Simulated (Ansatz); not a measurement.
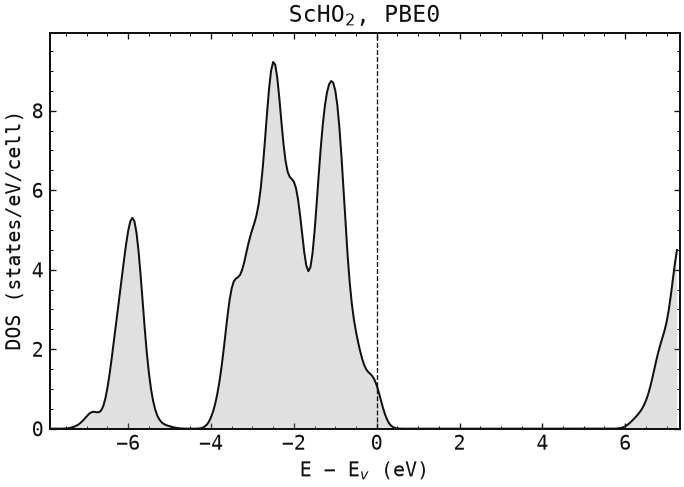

Density of states. Energies are counted from the top of the valence band. The curve is built from the levels of the k mesh with Gaussians 0.4 eV wide, which also blur the band edges.

System: ScHO₂, space group P6_3/mmc, 8 atoms in the cell.

```xyz
8
Lattice="3.2011 0.0000 0.0000 -1.6005 2.7722 0.0000 0.0000 0.0000 8.9584" Properties=species:S:1:pos:R:3 pbc="T T T"
Sc    0.0000    0.0000    4.4792
Sc    0.0000    0.0000    0.0000
H     1.6005    0.9241    6.7188
H     0.0000    1.8481    2.2396
O     1.6005    0.9241    5.5130
O     1.6005    0.9241    7.9246
O     0.0000    1.8481    1.0338
O     0.0000    1.8481    3.4454
```

Computed with Ansatz 0.2.0: DFT, PBE0, plane waves, PAW, no spin polarisation, 6×6×2 k mesh, 420 eV cutoff.

Q: Is there a gap at the Fermi level, and how wide?

A: There is a gap; over the k points computed it is 6.27 eV (indirect; the smallest direct gap is 6.73 eV).

Q: How wide is the upper valence band?

A: The upper group of valence states starts about 3.8 eV under the valence-band top, with a gap beneath it; it holds about 20 electrons a cell.
